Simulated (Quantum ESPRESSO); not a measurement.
System: SiO₂.

```cif
data_structure
_symmetry_space_group_name_H-M 'P 1'
_symmetry_Int_Tables_number 1
_cell_length_a 5.6758
_cell_length_b 5.6758
_cell_length_c 11.3204
_cell_angle_alpha 90.000
_cell_angle_beta 90.000
_cell_angle_gamma 90.000
_cell_volume 364.68
loop_
_atom_site_label
_atom_site_type_symbol
_atom_site_fract_x
_atom_site_fract_y
_atom_site_fract_z
_atom_site_occupancy
Si1 Si 0.13862 0.75000 0.12500 1
Si2 Si 0.63862 0.25000 0.62500 1
Si3 Si 0.25000 0.63862 0.37500 1
Si4 Si 0.75000 0.13862 0.87500 1
Si5 Si 0.75000 0.36138 0.37500 1
Si6 Si 0.25000 0.86138 0.87500 1
Si7 Si 0.86138 0.25000 0.12500 1
Si8 Si 0.36138 0.75000 0.62500 1
O1 O 0.00000 0.50000 0.13373 1
O2 O 0.50000 0.00000 0.63373 1
O3 O 0.71788 0.21788 0.25000 1
O4 O 0.21788 0.71788 0.75000 1
O5 O 0.28212 0.78212 0.25000 1
O6 O 0.78212 0.28212 0.75000 1
O7 O 0.00000 0.00000 0.11627 1
O8 O 0.50000 0.50000 0.61627 1
O9 O 0.00000 0.00000 0.88373 1
O10 O 0.50000 0.50000 0.38373 1
O11 O 0.00000 0.50000 0.36627 1
O12 O 0.50000 0.00000 0.86627 1
O13 O 0.71788 0.28212 0.00000 1
O14 O 0.21788 0.78212 0.50000 1
O15 O 0.28212 0.71788 0.00000 1
O16 O 0.78212 0.21788 0.50000 1
```

Space group I4₁22; a structure from a database of computed crystals, not necessarily the ambient phase.

The calculation used Kohn-Sham DFT of a periodic cell, PBE, SSSP 1.3 efficiency PBE (Quantum ESPRESSO).

### Predict the valence pseudo-density between the atoms.

Si–O (1.63 Å): ρ is about 1.2 e/Å³ halfway.

### Does the calculation make it a metal, or give it a gap?

It is gapped, with a Kohn–Sham gap of 4.8 eV on the k-point mesh, an upper bound to the gap of this method.

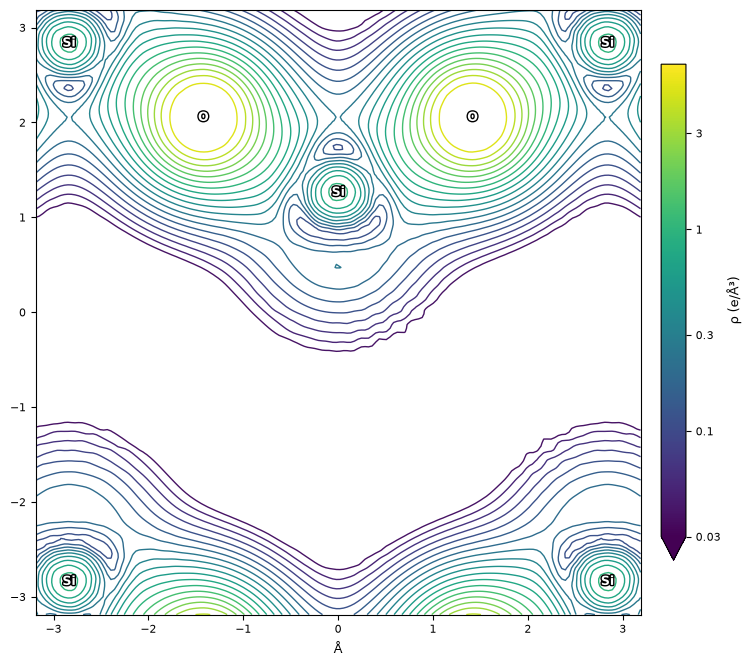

Computed valence pseudo-density on the (001) plane of the conventional cell. 

In a pseudopotential calculation such maps are meaningful between the atoms, not at the nuclei.
